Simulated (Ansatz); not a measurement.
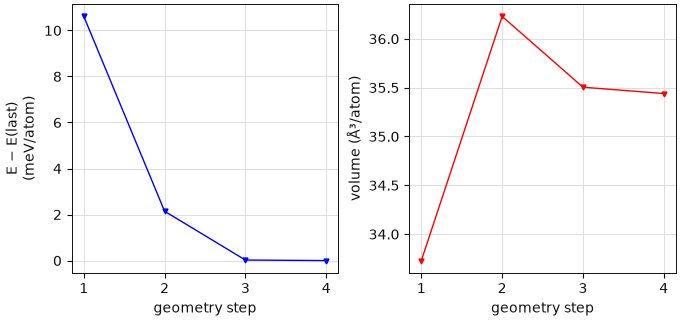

History of a geometry optimisation. Atoms and cell relax. A closing SCF on a freshly chosen basis isn't drawn.

```
crystal:
  lattice:
    - [4.569324, 0.0, 0.0]
    - [-2.284662, 3.957151, 0.0]
    - [0.0, 0.0, 11.192512]
  atoms:
    - { symbol: Pb, position: [0.0, 0.0, 0.0] }
    - { symbol: Te, position: [0.66666667, 0.33333333, 0.16666667] }
    - { symbol: Pb, position: [0.33333333, 0.66666667, 0.33333333] }
    - { symbol: Te, position: [0.0, 0.0, 0.5] }
    - { symbol: Pb, position: [0.66666667, 0.33333333, 0.66666667] }
    - { symbol: Te, position: [0.33333333, 0.66666667, 0.83333333] }
basis:
  ecutwfc: 420
kpoints:
  mp_grid: { grid: [6, 6, 4] }
hamiltonian:
  xc: pbe
scf:
  occupations: { method: gaussian, width: 0.02 }
output:
  forces: true
  stress: true
  eigenvalues: true
  write_density: true
  write_potential: true
  elf: true
  volumetric_format: npy
relax:
  adjacent_minimum: "off"
  f_tol: 0.005
  max_steps: 80
  cell: { stress_tol: 0.05 }
```

Command:
```bash
ansatz run input.yaml --threads 1 --pin off --max-ram 2560MiB --backend cpu --events-out ev --progress --plain --runs-dir out
```

Question: How did it end, and what did it gain?

Answer: The optimisation met its thresholds at geometry 4, counting the start as the first. The energy fell by about 10.5 meV/atom from the first step to the last. All forces vanish by symmetry, so only the cell moves.

Question: What happens to the cell?

Answer: The volume grows from 33.7 to 35.4 Å³ per atom (+5 %), overshooting to 36.2 at step 2. The start was compressed.
